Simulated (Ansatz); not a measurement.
Si$_{53}$Ni (cell charge −1, with a compensating background) (cell with a defect)

Si$_{53}$Ni (cell charge −1, with a compensating background) (cell with a defect), 54 atoms, a = 11.60 Å, b = 11.60 Å, c = 11.60 Å, α = 60.00°, β = 60.00°, γ = 60.00°.

Spin-polarised.

All numbers below come from DFT PBE, scalar-relativistic, plane waves, PAW in Ansatz.

In a PAW calculation such maps are meaningful between the atoms, not at the nuclei.

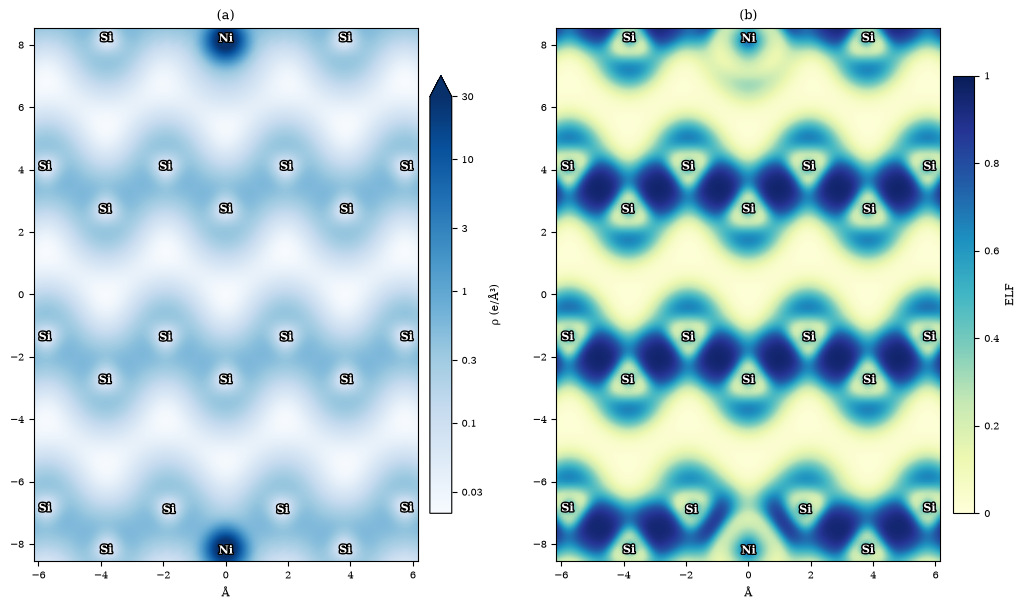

Figure 1. (a) valence pseudo-density; (b) electron localisation function on the (11̄0) plane of the calculation cell.

What does the map show?

Answer. The plane passes through Ni and Si nuclei.
Si–Ni (2.24 Å): the density is about 0.56 e/Å³ at the midpoint; the ELF peaks at about 0.85 in the valence shell of Si, 0.8 Å from its nucleus, and is about 0.60 at the midpoint.
Si–Si (2.38 Å): the density is about 0.54 e/Å³ at the midpoint; the ELF peaks at about 0.95 between the atoms.
Between the atoms the lowest density in this plane is 0.02 e/Å³.
The features right at Ni lie inside the PAW spheres, where the map follows smoothed inner orbitals and isn't to be read closely.

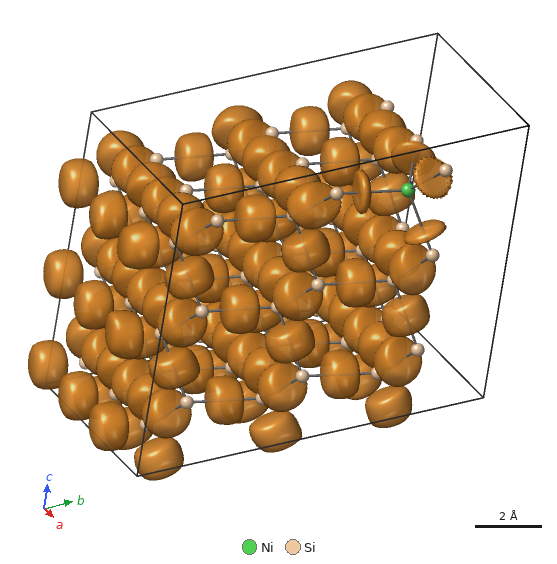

Figure 2. Isosurface of the electron localisation function at 0.75 (orange), seen slightly off an axis. Core shells and regions of very low density are left out. Sticks mark near contacts.

Where are the electrons localised?

Answer. The ELF exceeds this value in 104 regions between bonded Si–Si atoms and four lobes of the valence shell of Si pointing towards Ni (polar bonds), counted in one cell of 54 atoms. Any copies at cell faces, edges or corners count once. Profiles from the grid: Si–Si (2.37 Å): the ELF peaks at about 0.95 between the atoms.

Does the calculation make it a metal, or give it a gap?

Answer. It is metallic or semimetallic at this level of theory: no gap opens.
